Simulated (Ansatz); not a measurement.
## Run report: Al, geometry relaxation

System: Al (1 atom in the cell).
Method: DFT PBE, scalar-relativistic, plane waves, PAW, no spin polarisation (Ansatz 0.2.0).

The structure derives from a Materials Project entry.

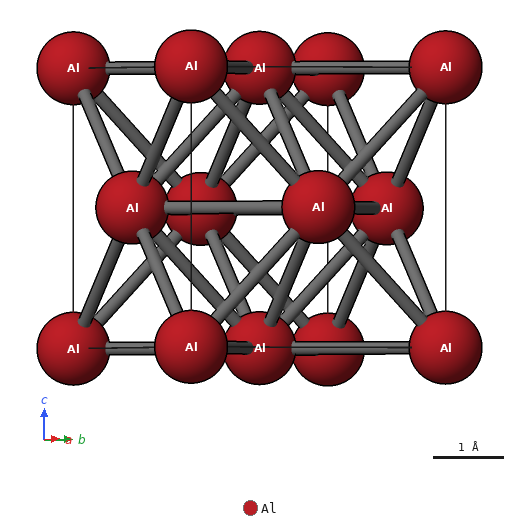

**Figure 1.** The structure as given in the input (ball-and-stick view of the cell 4 times as large as that of the calculation, set on its symmetry axes, seen at an oblique angle). An atom can appear more than once, as a periodic image. Near neighbours in the periodic cell (some may lie outside the picture): Al has 12 Al at 2.86 Å.

Input:
```yaml
crystal:
  lattice:
    - [0.0, 2.0194648466, 2.0194648466]
    - [2.0194648466, 0.0, 2.0194648466]
    - [2.0194648466, 2.0194648466, 0.0]
  atoms:
    - { symbol: Al, position: [0.0, 0.0, 0.0] }
basis:
  ecutwfc: 420
kpoints:
  mp_grid: { grid: [18, 18, 18] }
hamiltonian:
  xc: pbe
scf:
  occupations: { method: gaussian, width: 0.1 }
output:
  forces: true
  stress: true
  eigenvalues: true
relax:
  adjacent_minimum: "off"
  f_tol: 0.005
  max_steps: 80
  cell: { stress_tol: 0.05 }
```

Launch command:
```bash
ansatz run input.yaml --threads 1 --pin off --max-ram 2560MiB --backend cpu --events-out ev --progress --plain --runs-dir out
```

What the program printed:
```
Engine: ansatz 0.2.0, x86_64-unknown-linux-gnu
Pseudopotentials: kind: paw
Pseudopotential: Al, paw, valence charge 3, recommended cutoff 420 eV (normal), Al.paw.azcp
Functional definition: PBE
  parameter kappa = 0.804
  parameter beta = 0.06672455060314922
  exchange = pbe_x(kappa = kappa, mu = beta*pi^2/3)
  correlation = pbe_c(beta = beta)
Crystal: 1 atoms, lattice volume = 16.472 Å³
Basis set: ecut = 420 eV, 331 PW (Γ), exchange–correlation on 40×40×40 points (8 copies of the dense FFT grid, shifted against one another)
Bands: 6, of which v1, the nominal top of the filled ones, is band 2 counted from 1 (1 counted from 0)
Symmetry: 48 space group operations
Space group: Fm-3m (ITA 225), of the structure as read, at distance tolerance 2.5e-5 Å
k-points: 195 of 5832
Non-local potential: Al, projectors of the file, l = 0: 2, l = 1: 2, l = 2: 1
PAW form: soft (Blöchl's): semilocal exchange-correlation on the pseudo side does not see the compensation charge
PAW one-centre angular grid: Al, 110 points (default); XC on 64 Gauss nodes
Initial density: superposition of atomic densities (neutral atoms: chi_scale 0, normalization atom), corrected by the library's trained network
Initial wavefunctions: pseudopotential atomic-orbital guess
Functional: x = pbe(κ = 0.804, μ = 0.2195149727645171), c = pbe(β = 0.06672455060314922)
SCF iter   1: F=—  HF=-537.501040 eV  |F-HF|=—  |Δ(HF+E_count)|=         —  Δρ=4.68e-4  dr2=1.08e-5  ethr=1.77e-3  ⟨swp⟩=4.7  Hψ=9886  notcnv=0
preconditioner: auto → none  [metal: Δε(μ)=0.017 eV  Ē_g=13.198 eV  σ=0.100 eV  W_gap=0.09  n_scr=0 (ndim 8)  ℏωp=15.8 eV  f_vac=0.000  D(μ)=0.59/eV (n_scr^D=0)]
SCF iter   2: F=—  HF=-537.501083 eV  |F-HF|=—  |Δ(HF+E_count)|=   4.28e-5  Δρ=2.36e-4  dr2=2.50e-6  ethr=3.60e-7  ⟨swp⟩=2.0  Hψ=2985  notcnv=0
iter 3 did not close the SCF: its close was put off for the readings that it lacked (scf_convergence_deferred on its scf_iter line)
SCF iter   3: F=-537.501093 eV  HF=-537.501093 eV  |F-HF|=1.54e-9  |Δ(HF+E_count)|=   1.03e-5  Δρ=1.46e-5  dr2=2.99e-8  ethr=8.32e-8  ⟨swp⟩=2.0  Hψ=1366  notcnv=0
iter 4 did not close the SCF: its close was put off for the readings that it lacked (scf_convergence_deferred on its scf_iter line)
SCF iter   4: F=-537.501093 eV  HF=-537.501093 eV  |F-HF|=6.35e-10  |Δ(HF+E_count)|=   2.98e-9  Δρ=4.46e-6  dr2=3.36e-9  ethr=9.98e-10  ⟨swp⟩=1.0  Hψ=1076  notcnv=0
iter 5 did not close the SCF: its close was put off for the readings that it lacked (scf_convergence_deferred on its scf_iter line)
SCF iter   5: F=-537.501093 eV  HF=-537.501093 eV  |F-HF|=1.02e-11  |Δ(HF+E_count)|=  5.82e-10  Δρ=4.43e-7  dr2=3.72e-11  ethr=1.12e-10  ⟨swp⟩=1.0  Hψ=1076  notcnv=0
SCF iter   6: F=-537.501093 eV  HF=-537.501093 eV  |F-HF|=7.96e-13  |Δ(HF+E_count)|=  7.16e-12  Δρ=1.02e-7  dr2=2.00e-12  ethr=1.24e-12  ⟨swp⟩=2.1  Hψ=3898  notcnv=0
SCF 1 converged in 6 iterations: F = -537.501093 eV  dr2 = 2.00e-12
  greatest PAW one-centre occupation: 0.446 electrons in one spin orbital (limit 2), on the Al atom at site 0 (counted from 0), in its partial waves of l = 0
relax step   1: F+E_penalty+E_count = -537.50109287 eV  Δ(F+E_penalty+E_count) = +0.000e0 eV  max|allowed force component| = 0.000e0 eV/Å  Δτ_max = 0.0000 Å  P = +0.139 GPa  Ω = 16.472 Å³  (6 SCF iters, dr2 threshold 1.00e-7 eV, accepted)
Crystal: 1 atoms, lattice volume = 16.505 Å³
Initial density: handed on by an earlier stage of this run
Initial wavefunctions: those handed on with the density
iter 1 solved again at ethr=1.51e-8 eV; its pass at ethr=3.10e-3 eV (dr2=4.54e-7 eV) is discarded
SCF iter   1: F=—  HF=-537.501068 eV  |F-HF|=—  |Δ(HF+E_count)|=         —  Δρ=5.46e-5  dr2=4.98e-7  ethr=1.51e-8  ⟨swp⟩=2.6  Hψ=10939  notcnv=0
preconditioner: auto → none  [metal: Δε(μ)=0.016 eV  Ē_g=13.181 eV  σ=0.100 eV  W_gap=0.09  n_scr=0 (ndim 8)  ℏωp=15.8 eV  f_vac=0.000  D(μ)=0.58/eV (n_scr^D=0)]
SCF iter   2: F=—  HF=-537.501091 eV  |F-HF|=—  |Δ(HF+E_count)|=   2.32e-5  Δρ=2.67e-5  dr2=1.18e-7  ethr=1.51e-8  ⟨swp⟩=1.0  Hψ=1170  notcnv=0
SCF iter   3: F=-537.501091 eV  HF=-537.501091 eV  |F-HF|=2.94e-11  |Δ(HF+E_count)|=   1.41e-7  Δρ=5.04e-7  dr2=2.00e-11  ethr=1.62e-9  ⟨swp⟩=3.3  Hψ=2881  notcnv=0
SCF 2 converged in 3 iterations: F = -537.501091 eV  dr2 = 2.00e-11
relax step   2: F+E_penalty+E_count = -537.50109062 eV  Δ(F+E_penalty+E_count) = +2.249e-6 eV  max|allowed force component| = 0.000e0 eV/Å  Δτ_max = 0.0000 Å  P = -0.015 GPa  Ω = 16.505 Å³  energy of the carried Pulay correction = -1.501e-5 eV  (3 SCF iters, dr2 threshold 4.86e-8 eV, accepted)
Initial wavefunctions: pseudopotential atomic-orbital guess (no wavefunctions were taken with the density)
iter 1 solved again at ethr=4.05e-9 eV; its pass at ethr=3.10e-3 eV (dr2=1.21e-7 eV) is discarded
SCF iter   1: F=—  HF=-537.501083 eV  |F-HF|=—  |Δ(HF+E_count)|=         —  Δρ=2.10e-6  dr2=1.26e-10  ethr=4.05e-9  ⟨swp⟩=3.1  Hψ=13561  notcnv=0
SCF iter   2: F=—  HF=-537.501106 eV  |F-HF|=—  |Δ(HF+E_count)|=   2.36e-5  Δρ=8.76e-7  dr2=1.25e-11  ethr=4.19e-12  ⟨swp⟩=2.0  Hψ=1467  notcnv=0
SCF iter   3: F=-537.501106 eV  HF=-537.501106 eV  |F-HF|=1.67e-11  |Δ(HF+E_count)|=  1.27e-10  Δρ=3.01e-7  dr2=1.68e-12  ethr=1.00e-12  ⟨swp⟩=4.8  Hψ=4277  notcnv=0
SCF 3 converged in 3 iterations: F = -537.501106 eV  dr2 = 1.68e-12
relax step   3: F+E_penalty+E_count = -537.50110630 eV  Δ(F+E_penalty+E_count) = -1.569e-5 eV  max|allowed force component| = 0.000e0 eV/Å  Δτ_max = 0.0000 Å  P = -0.014 GPa  Ω = 16.505 Å³  stress off target by 1.36e-2 GPa  SCF on the basis re-selected at this cell (its energy is not comparable with the rows above)  (3 SCF iters)
```

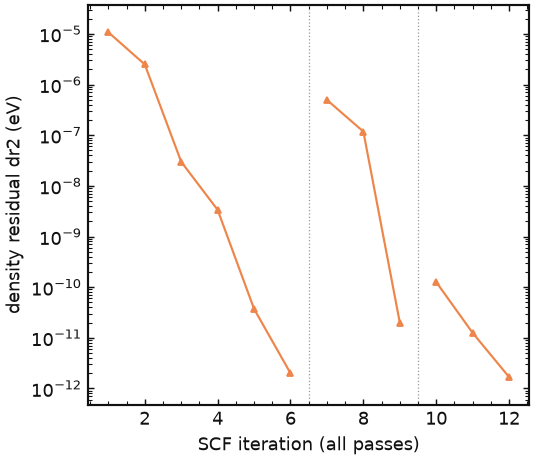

**Figure 2.** Convergence of the self-consistent field: density residual dr2 against the SCF iteration. The dotted lines part the SCF passes of the relaxation: geometry steps, rejected trials and re-solves on a re-selected basis. The passes take 6, 3 and 3 iterations.

```
basis re-selected at this cell: Δ(F+E_penalty+E_count) = -1.569e-5 eV, ΔP = +0.001 GPa vs the last step (what re-selecting the basis moved, of the pressure what is left beyond the Pulay correction that the steps carried, after the strain that the cell walked since its last selection, with what the two solves' SCF thresholds leave and, on support functions, any second-order correction that the steps lacked; it is no measure of the basis error at this ecutwfc). This SCF's stress stands 1.36e-2 GPa from its target on what of the cell is left free (relax.cell.stress_tol is 5.00e-2 GPa) and its largest allowed force component is 0.00e0 eV/Å (relax.f_tol is 5.00e-3 eV/Å): within both
SCF converged after 3 iterations
Free energy (F): -537.501106 eV
Harris-Foulkes:  -537.501106 eV  (|F-HF|=1.67e-11)
Internal energy: -537.498184 eV  (E = F + TS)
E sigma→0 (E₀):  -537.499645 eV
Entropy (-TS):   -0.002922 eV (-2.922 meV/atom)
Fermi energy:    7.930620 eV
--- Per-component energies (eV) ---
  E_band       = 10.566243
  E_kinetic    = 22.764547
  E_local      = 9.891299  (includes V_loc(G=0)·N_el)
  E_nonlocal   = 10.314380
  E_hartree    = 0.104144
  E_xc         = -39.729067
  E_vxc        = -28.953557  (∫ρ·V_xc dr)
  E_paw        = -467.335416  (= ΣΔE_a)
  E_vpaw       = -3.658710  (= ΣTr[D̂ρ^β])
  E_aug_tail   = -0.000002  (compensation charges beyond the density's cutoff)
  E_ewald      = -73.508069
  E_smearing   = -0.002922  (= −TS)
  E_closure    = 0.000000  (closes the sum)
  Σ components = -537.501106   (vs F -537.501106, Δ=0.00e0)
--- Forces (eV/Å), atoms counted from 1 ---
  atom   1  Al     0.00000000     0.00000000    -0.00000000
  max |Σ_I F_I| component: 7.19e-33 eV/Å
--- Stress (GPa, compression-positive) ---
       -0.013622       0.000000       0.000000
        0.000000      -0.013622       0.000000
        0.000000      -0.000000      -0.013622
  P = ⅓ Tr σ = -0.0136 GPa (-0.136 kbar)
--- Band table (eV; the first three rows and the last of 195) ---
  k-point 0: bands = ["-3.1838", "20.4616", "20.4616", "20.4616", "22.0535", "22.0535"]
  k-point 1: bands = ["-3.1000", "18.9896", "20.1715", "20.1715", "22.4725", "22.4725"]
  k-point 2: bands = ["-2.8487", "16.7893", "19.6798", "19.6798", "22.6739", "23.3206"]
  k-point 194: bands = ["6.6607", "7.5837", "7.9297", "9.2733", "22.3589", "23.7317"]
--- Relaxed structure (2 steps of the walk, 2 accepted, 1 SCFs on fresh bases) ---
  F+E_penalty+E_count = -537.50110630 eV   max|allowed force component| = 0.000e0 eV/Å   (the final SCF, on the basis selected at the relaxed cell)
  cell:  # Å, volume = 16.5047 Å³
    - [-5.095372032895589e-34, 2.020810460691266, 2.020810460691266]
    - [2.020810460691266, 5.095372032895588e-35, 2.020810460691266]
    - [2.020810460691266, 2.020810460691266, -5.095372032895593e-35]
  atoms:
    - { symbol: Al, position: [0.0, 0.0, 0.0] }
```

Trajectory as extended XYZ (Å, eV, eV/Å), 3 frames, from step=1 to step=3:
```
1
Lattice="0.0000 2.0195 2.0195 2.0195 0.0000 2.0195 2.0195 2.0195 0.0000" Properties=species:S:1:pos:R:3:forces:R:3 step=1 energy=-537.50109 pressure_GPa=0.14
Al    0.0000    0.0000    0.0000    0.0000   0.0000   0.0000
1
Lattice="0.0000 2.0208 2.0208 2.0208 0.0000 2.0208 2.0208 2.0208 0.0000" Properties=species:S:1:pos:R:3:forces:R:3 step=2 energy=-537.50109 pressure_GPa=-0.02
Al    0.0000    0.0000    0.0000    0.0000   0.0000   0.0000
1
Lattice="0.0000 2.0208 2.0208 2.0208 0.0000 2.0208 2.0208 2.0208 0.0000" Properties=species:S:1:pos:R:3:forces:R:3 step=3 energy=-537.50111 pressure_GPa=-0.01
Al    0.0000    0.0000    0.0000    0.0000   0.0000   0.0000
```

Results in brief:

- outcome: converged
- space group (tolerance 0.01 Å): Fm-3m (225)
- electrons treated: 3
- free energy: −537.5011 eV
- Fermi energy: 7.931 eV
- gap on the k-point mesh: none (metallic)
- pressure: −0.01 GPa
- final volume: 16.50 Å³
- largest force (length of the vector) at the end: under 0.001 eV/Å
- final cell: a = 2.858 Å, b = 2.858 Å, c = 2.858 Å, α = 60.00°, β = 60.00°, γ = 60.00°
- hardware: 1 thread of AMD EPYC (Zen 3), 192 GiB of memory available, shared host
- wall time: 4.8 s
- peak memory: 0.34 GiB
